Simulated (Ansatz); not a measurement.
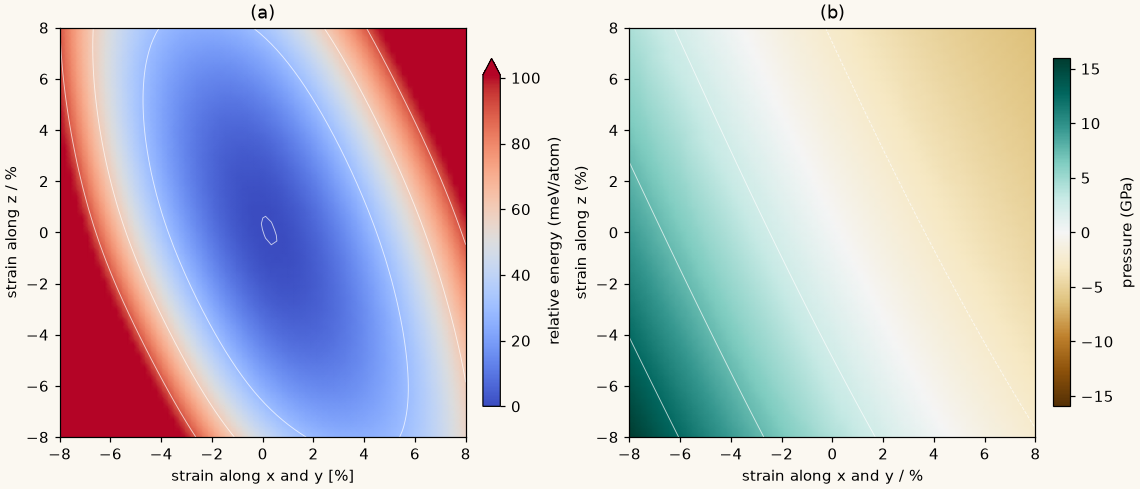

Y (Fm-3m, No. 225; 1 atom in the cell). The cell is strained homogeneously, by one strain along x and y and another along z, with fractional coordinates fixed (x, y and z along the cube axes). Coordinates scanned: (1) strain along x and y; (2) strain along z. The scan uses a 5 × 5 grid. Points are written as (first, second). Energies are in meV/atom, from the lowest grid point. The reference cell is the one listed in the database, not relaxed at this level. These are results of DFT PBEsol, scalar-relativistic, plane waves, PAW in Ansatz, not measurements. Settings: cutoff 420 eV, k-mesh 16×16×16, gaussian smearing 0.15 eV, no spin polarisation.

Panel (a) is the energy and panel (b) the computed pressure on the same grid.

Drawn: a smooth colour map with a few white contour lines, one colour for all values above the top of the scale. Between grid points the surface is interpolated.

How does the pressure vary over the map, and what is it at the lowest grid point?

Answer. It runs from −6.5 GPa at (8 %, 8 %) to 15.9 GPa at (−8 %, −8 %). At the lowest grid point, (0 %, 0 %), it is 0.2 GPa.
